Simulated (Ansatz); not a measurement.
# Energy of P along an even scaling of the cell

System: P (P6₃/mmc, 4 atoms in the cell).
Method: DFT, revPBE, plane waves (420 eV) with PAW, scalar-relativistic, no spin polarisation (Ansatz 0.2.0).

The 6 runs differ only in the geometry, by an even scaling of the cell at fixed fractional positions.

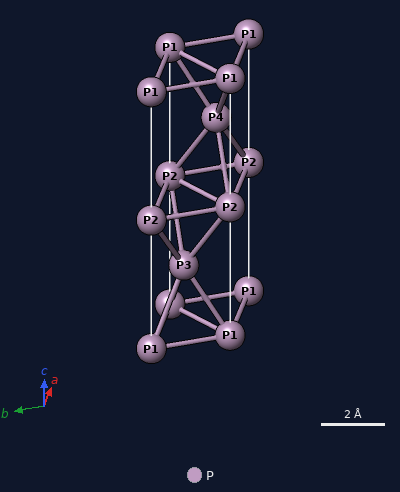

Figure 1. The structure of run 4 (ball-and-stick view of the cell of the calculation, seen at an oblique angle; atoms are numbered from 1 in the order of the input).

**Input of run 4**
```yaml
crystal:
  lattice:
    - [2.6375440887, 0.0, 0.0]
    - [-1.3187720444, 2.2841801845, 0.0]
    - [0.0, 0.0, 9.8877509484]
  atoms:
    - { symbol: P, position: [1.0, 0.0, 0.0] }
    - { symbol: P, position: [1.0, 0.0, 0.5] }
    - { symbol: P, position: [0.3333333333, 0.6666666667, 0.25] }
    - { symbol: P, position: [0.6666666667, 0.3333333333, 0.75] }
hamiltonian:
  xc: revpbe
  pseudopotentials:
    kind: paw
    azcp:
      P: "pseudopotentials/P.paw.azcp"
basis:
  ecutwfc: 420
  fft_grid_basis: typed
kpoints:
  mp_grid: { grid: [15, 15, 4], shift: [0, 0, 0] }
magnetization:
  spin_polarized: false
scf:
  occupations: { method: fermi_dirac, width: 0.1 }
  lower_state_search: "off"
output:
  stress: true
```

Command:
```bash
ansatz run input.yaml --threads 2 --pin off --max-ram 5120MiB --backend cpu --events-out ev --progress --plain --runs-dir out
```

Lattice vectors (Å) and fractional positions of run 4:
```
   2.637544    0.000000    0.000000
  -1.318772    2.284180    0.000000
   0.000000    0.000000    9.887751
P   1.000000  0.000000  0.000000
P   1.000000  0.000000  0.500000
P   0.333333  0.666667  0.250000
P   0.666667  0.333333  0.750000
```

Run 5 differs from it as follows:
```diff
-    - [2.6375440887, 0.0, 0.0]
-    - [-1.3187720444, 2.2841801845, 0.0]
-    - [0.0, 0.0, 9.8877509484]
+    - [2.6722525965, 0.0, 0.0]
+    - [-1.3361262983, 2.3142386339, 0.0]
+    - [0.0, 0.0, 10.017867856]
```

**Results, with one run withheld**

```tsv
run	volume per atom (Å³)	free energy per atom, from the lowest run given (meV)	pressure (GPa)
1	13.105	69.17	14.05
2	13.701	27.95	8.31
3	14.297	6.07	3.62
4	14.893	0.00	−0.22
5	15.488	?	?
6	16.084	24.32	−5.94
```

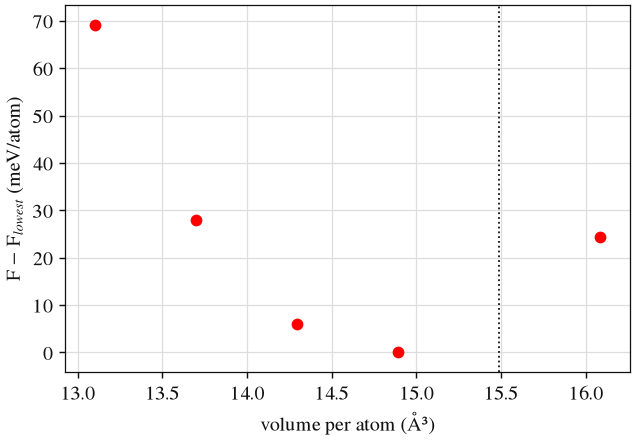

Figure 2. Free energy per atom of the runs given; the dotted line marks run 5.

Estimate the energy of run 5 from the others.

A cubic polynomial in V^(−2/3) (the Birch–Murnaghan form), fitted to the 5 runs given, misses them by under 0.01 meV per atom. With x = V^(−2/3) − 0.16929 Å⁻², it reads F = 4.8048 + 2537 x + 3.3281e+05 x² − 50350 x³ (meV per atom). At run 5 it gives 6.85 meV per atom, and the run itself gives 6.87. The slope of the fit gives a pressure −dF/dV of −3.36 GPa there, and the run prints −3.37 GPa. The fit has its minimum at 14.855 Å³ per atom, where V d²F/dV² gives 87.5 GPa. Cell shape and fractional positions are held, so this is the stiffness under even scaling; the relaxed bulk modulus wasn't computed.

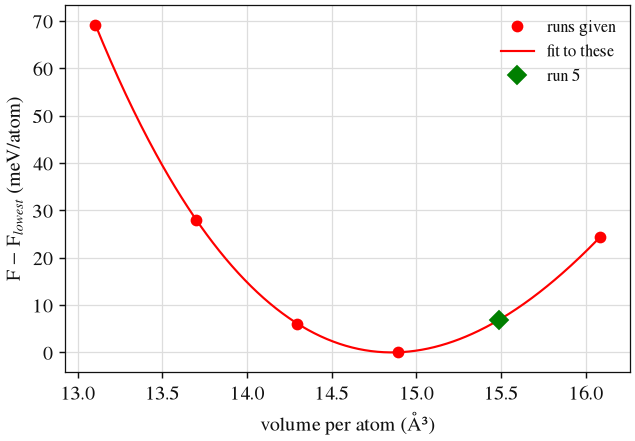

Figure 3. The fit and the withheld run.

**Output, shortened to warnings, some set-up lines, iterations and results (run 5)**
```
Basis set: ecut = 420 eV, 1251 PW (Γ)
Symmetry: 24 space group operations
k-points: 81 of 900
Initial density: superposition of atomic densities (neutral atoms: chi_scale 0, normalization atom), corrected by the library's trained network
[...]
SCF iter   1: F=—  HF=-3028.607580 eV  |F-HF|=—  |Δ(HF+E_count)|=         —  Δρ=3.13e-3  dr2=5.37e-3  ethr=1.77e-3  ⟨swp⟩=7.1  Hψ=16857  notcnv=0  defer=7
SCF iter   2: F=—  HF=-3028.607006 eV  |F-HF|=—  |Δ(HF+E_count)|=   5.74e-4  Δρ=1.83e-3  dr2=2.27e-3  ethr=2.68e-5  ⟨swp⟩=1.8  Hψ=2419  notcnv=0  defer=1
SCF iter   3: F=—  HF=-3028.606847 eV  |F-HF|=—  |Δ(HF+E_count)|=   1.59e-4  Δρ=1.60e-4  dr2=1.53e-5  ethr=1.13e-5  ⟨swp⟩=2.5  Hψ=2235  notcnv=0  defer=1
SCF iter   4: F=—  HF=-3028.606843 eV  |F-HF|=—  |Δ(HF+E_count)|=   4.46e-6  Δρ=3.54e-5  dr2=4.00e-7  ethr=7.64e-8  ⟨swp⟩=2.3  Hψ=2257  notcnv=0  defer=1
SCF iter   5: F=-3028.606843 eV  HF=-3028.606843 eV  |F-HF|=1.93e-10  |Δ(HF+E_count)|=   7.42e-8  Δρ=5.02e-6  dr2=1.10e-8  ethr=2.00e-9  ⟨swp⟩=2.5  Hψ=2267  notcnv=0  defer=1
SCF iter   6: F=-3028.606843 eV  HF=-3028.606843 eV  |F-HF|=1.15e-10  |Δ(HF+E_count)|=   3.50e-9  Δρ=6.81e-7  dr2=2.92e-10  ethr=5.51e-11  ⟨swp⟩=1.6  Hψ=4102  notcnv=0
SCF 1 converged in 6 iterations: F = -3028.606843 eV  dr2 = 2.92e-10
SCF converged after 6 iterations
Free energy (F): -3028.606843 eV
Harris-Foulkes:  -3028.606843 eV  (|F-HF|=1.15e-10)
Internal energy: -3028.532344 eV  (E = F + TS)
E sigma→0 (E₀):  -3028.569594 eV
Entropy (-TS):   -0.074498 eV (-18.625 meV/atom)
Fermi energy:    10.200133 eV
--- Per-component energies (eV) ---
  E_band       = 79.331841
  E_kinetic    = 272.357856
  E_local      = -88.320277  (includes V_loc(G=0)·N_el)
  E_nonlocal   = 131.932926
  E_hartree    = 15.414900
  E_xc         = -242.613911
  E_vxc        = -239.039836  (∫ρ·V_xc dr)
  E_paw        = -2285.542642  (= ΣΔE_a)
  E_vpaw       = -28.428616  (= ΣTr[D̂ρ^β])
  E_aug_tail   = 0.000015  (compensation charges beyond the density's cutoff)
  E_ewald      = -831.667487
  E_core_change = -0.093725  (= ΣΔE_core)
  E_smearing   = -0.074498  (= −TS)
  E_closure    = 0.000000  (closes the sum)
  Σ components = -3028.606843   (vs F -3028.606843, Δ=0.00e0)
--- Stress (GPa, compression-positive) ---
       -3.790954      -0.000000       0.000000
       -0.000000      -3.790954       0.000000
        0.000000       0.000000      -2.516190
  P = ⅓ Tr σ = -3.3660 GPa (-33.660 kbar)
```
